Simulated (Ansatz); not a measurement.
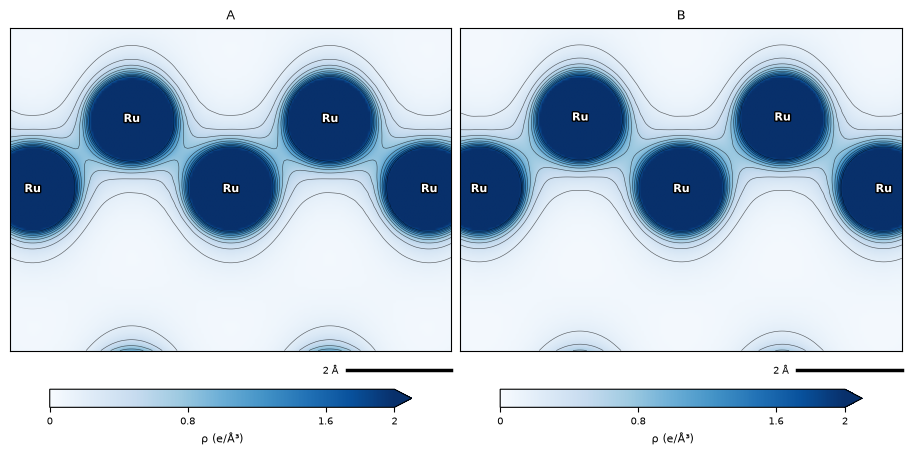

Ru. The valence electron density of two cells that differ in size, on the (101̄) plane of each (indices in the axes of the calculation cell), at one length scale and on one colour scale; one has 19.1 and the other 20.3 Å³ an atom.

Method: DFT, PBE, PAW with Ansatz's default frozen-core files, scalar-relativistic (Ansatz 0.2.0).

The density is the valence pseudo-density of a PAW calculation; it isn't the true density close to the nuclei.

Which panel shows the smaller cell, and what does the compression change?

Answer. Panel A is the smaller cell, by 6 % in volume. From the larger cell to the smaller, Ru–Ru goes from 2.36 to 2.31 Å, and the density at its midpoint from 0.76 to 0.83 e/Å³; the pressure goes from 0.0 to 12 GPa.
